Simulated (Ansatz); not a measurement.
## A series of single points on Ta$_{2}$N

System: Ta$_{2}$N (3 atoms in the cell).
Method: Kohn-Sham DFT of a periodic cell, PBE, Ansatz PAW, no spin polarisation (Ansatz 0.2.0).

The 6 runs differ only in the geometry, by an even scaling of the cell at fixed fractional positions. The structure derives from a Materials Project entry.

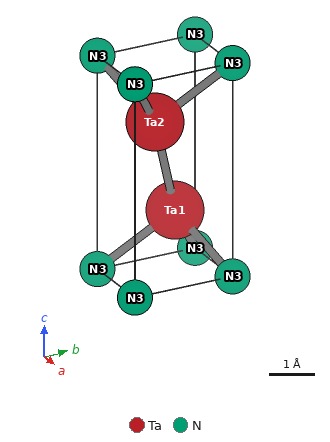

Figure 1. The structure of run 4 (ball-and-stick view of the cell of the calculation, seen slightly off an axis; atoms are numbered from 1 in the order of the input).

**Input of run 4**
```yaml
crystal:
  lattice:
    - [3.1334770837, 0.0, 0.0]
    - [-1.5667385418, 2.7136707566, 0.0]
    - [0.0, 0.0, 4.9020925425]
  atoms:
    - { symbol: Ta, position: [0.3333333333, 0.6666666667, 0.254711] }
    - { symbol: Ta, position: [0.6666666667, 0.3333333333, 0.745289] }
    - { symbol: "N", position: [0.0, 0.0, 0.0] }
hamiltonian:
  xc: pbe
  pseudopotentials: { kind: paw }
kpoints:
  mp_grid: { grid: [10, 10, 6] }
scf:
  occupations: { method: fermi_dirac, width: 0.05 }
output:
  forces: true
  stress: true
  eigenvalues: true
```

Command:
```bash
ansatz run input.yaml --threads 2 --pin off --max-ram 5120MiB --backend cpu --events-out ev --progress --plain --runs-dir out
```

Run 2 differs from it as follows:
```diff
-    - [3.1334770837, 0.0, 0.0]
-    - [-1.5667385418, 2.7136707566, 0.0]
-    - [0.0, 0.0, 4.9020925425]
+    - [3.0919691885, 0.0, 0.0]
+    - [-1.5459845943, 2.6777238649, 0.0]
+    - [0.0, 0.0, 4.8371565186]
```

**Results, with one run withheld**

| run | volume per atom (Å³) | free energy per atom, from the lowest run given (meV) | pressure (GPa) |
| --- | --- | --- | --- |
| 1 | 12.805 | 40.68 | 18.26 |
| 2 | 13.350 | ? | ? |
| 3 | 13.622 | 0.00 | −1.27 |
| 4 | 13.895 | 6.68 | −6.50 |
| 5 | 14.167 | 21.80 | −11.20 |
| 6 | 14.439 | 44.50 | −15.42 |

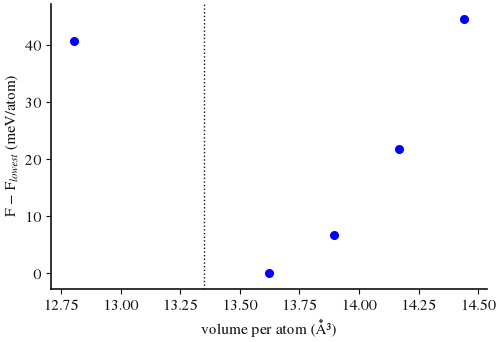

Figure 2. Free energy per atom of the runs given; the dotted line marks run 2.

What should run 2 give?

A cubic polynomial in V^(−2/3) (the Birch–Murnaghan form), fitted to the 5 runs given, misses them by under 0.01 meV per atom. With x = V^(−2/3) − 0.17410 Å⁻², it reads F = 2.4063 − 3026 x + 8.6352e+05 x² + 6.1156e+05 x³ (meV per atom). At run 2 it gives 2.72 meV per atom, and the run itself gives 2.71. The slope of the fit gives a pressure −dF/dV of 4.56 GPa there, and the run prints 4.56 GPa. The fit has its minimum at 13.561 Å³ per atom, where V d²F/dV² gives 281 GPa. Cell shape and fractional positions are held, so this is the stiffness under even scaling; the relaxed bulk modulus wasn't computed.

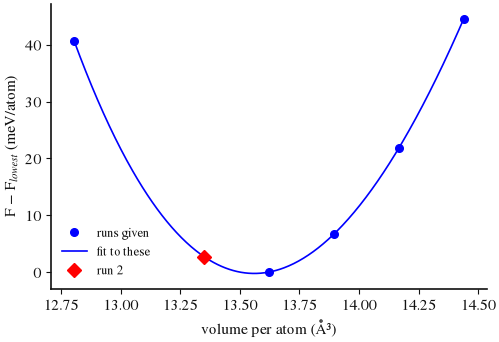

Figure 3. The fit and the withheld run.

**Output, shortened to warnings, some set-up lines, iterations and results (run 2)**
```
Basis set: ecut = 420 eV, 761 PW (Γ), exchange–correlation on 48×48×72 points (8 copies of the dense FFT grid, shifted against one another)
Symmetry: 12 space group operations
k-points: 72 of 600
Initial density: superposition of atomic densities (neutral atoms: chi_scale 0, normalization atom), corrected by the library's trained network
[...]
SCF iter   1: F=—  HF=-20250.908418 eV  |F-HF|=—  |Δ(HF+E_count)|=         —  Δρ=5.33e-3  dr2=1.32e-2  ethr=1.77e-3  ⟨swp⟩=5.8  Hψ=6530  notcnv=0
SCF iter   2: F=—  HF=-20250.906694 eV  |F-HF|=—  |Δ(HF+E_count)|=   1.72e-3  Δρ=3.33e-3  dr2=5.33e-3  ethr=4.25e-5  ⟨swp⟩=1.0  Hψ=2018  notcnv=0
SCF iter   3: F=—  HF=-20250.905828 eV  |F-HF|=—  |Δ(HF+E_count)|=   8.66e-4  Δρ=8.31e-4  dr2=4.92e-4  ethr=1.72e-5  ⟨swp⟩=2.0  Hψ=1700  notcnv=0
SCF iter   4: F=—  HF=-20250.905727 eV  |F-HF|=—  |Δ(HF+E_count)|=   1.01e-4  Δρ=2.73e-4  dr2=2.14e-5  ethr=1.59e-6  ⟨swp⟩=2.0  Hψ=1948  notcnv=0
SCF iter   5: F=—  HF=-20250.905734 eV  |F-HF|=—  |Δ(HF+E_count)|=   6.74e-6  Δρ=5.07e-5  dr2=1.15e-6  ethr=6.91e-8  ⟨swp⟩=2.0  Hψ=1950  notcnv=0
SCF iter   6: F=-20250.905734 eV  HF=-20250.905734 eV  |F-HF|=1.33e-8  |Δ(HF+E_count)|=   1.18e-7  Δρ=1.41e-5  dr2=6.34e-8  ethr=3.23e-10  ⟨swp⟩=3.4  Hψ=5875  notcnv=0
SCF 1 converged in 6 iterations: F = -20250.905734 eV  dr2 = 6.34e-8
SCF converged after 6 iterations
Free energy (F): -20250.905734 eV
Harris-Foulkes:  -20250.905734 eV  (|F-HF|=1.33e-8)
Internal energy: -20250.892364 eV  (E = F + TS)
E sigma→0 (E₀):  -20250.899049 eV
Entropy (-TS):   -0.013370 eV (-4.457 meV/atom)
Fermi energy:    20.028398 eV
--- Per-component energies (eV) ---
  E_band       = -167.276140
  E_kinetic    = 866.267138
  E_local      = -1224.749247  (includes V_loc(G=0)·N_el)
  E_nonlocal   = 73.933803
  E_hartree    = 424.922129
  E_xc         = -498.731684
  E_vxc        = -486.835834  (∫ρ·V_xc dr)
  E_paw        = -16920.895941  (= ΣΔE_a)
  E_vpaw       = -245.736246  (= ΣTr[D̂ρ^β])
  E_aug_tail   = 0.000408  (compensation charges beyond the density's cutoff)
  E_ewald      = -2971.638970
  E_smearing   = -0.013370  (= −TS)
  E_closure    = -0.000000  (closes the sum)
  Σ components = -20250.905734   (vs F -20250.905734, Δ=0.00e0)
--- Forces (eV/Å), atoms counted from 1 ---
  atom   1  Ta    -0.00000000    -0.00000000     0.09706109
  atom   2  Ta     0.00000000     0.00000000    -0.09706109
  atom   3  N      0.00000000     0.00000000    -0.00000000
  max |Σ_I F_I| component: 1.85e-17 eV/Å
--- Stress (GPa, compression-positive) ---
        4.072768       0.000000       0.000000
        0.000000       4.072768       0.000000
        0.000000       0.000000       5.527224
  P = ⅓ Tr σ = 4.5576 GPa (45.576 kbar)
```

Notes: Spin–orbit coupling is left out, which matters for Ta. The cell holds an odd number of electrons but the run has no spin polarisation, so it comes out as a metal.
